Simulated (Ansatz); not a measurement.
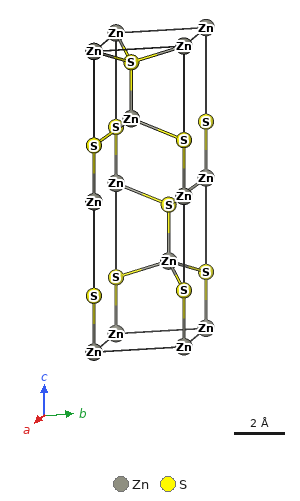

Phonons of solid ZnS, space group P6₃mc (No. 186), at the zone centre. Style: ball-and-stick. Shown: the cell of the calculation, slightly off an axis.

Computed with Ansatz 0.2.0, DFT r2SCAN, scalar-relativistic, plane waves, PAW. Settings: plane-wave cutoff 500 eV; k-point mesh 6 × 6 × 2; occupations gaussian; smearing width 0.05 eV; no spin polarisation.

Frequencies are those without the non-analytic (LO–TO) term.

**Give the spectrum at this point.**

The calculation's cell holds 8 atoms, so there are 21 optical modes, in 13 levels. No level is unstable.

```
level           symmetry  frequency (cm⁻¹)                    activity
    1                 E₂                57                Raman-active
    2                 E₂                58                Raman-active
    3                 E₁                72  infrared- and Raman-active
    4                 B₁               141                      silent
    5                 B₁               143                      silent
    6                 A₁               196  infrared- and Raman-active
    7                 A₁               272  infrared- and Raman-active
    8                 E₁               274  infrared- and Raman-active
    9                 E₂               277                Raman-active
   10                 E₂               282                Raman-active
   11                 E₁               285  infrared- and Raman-active
   12  doubly degenerate               339                not assigned
   13                 B₁               340                      silent
```

The displacement patterns (one member of each degenerate set), 6 of the levels:

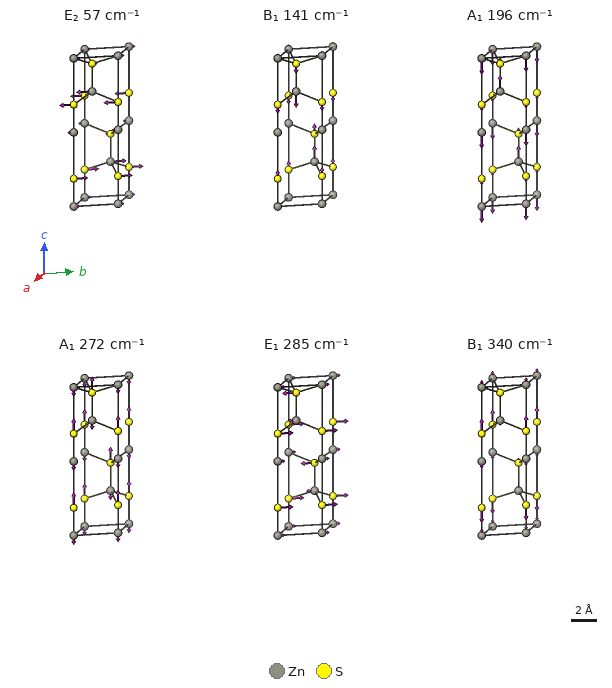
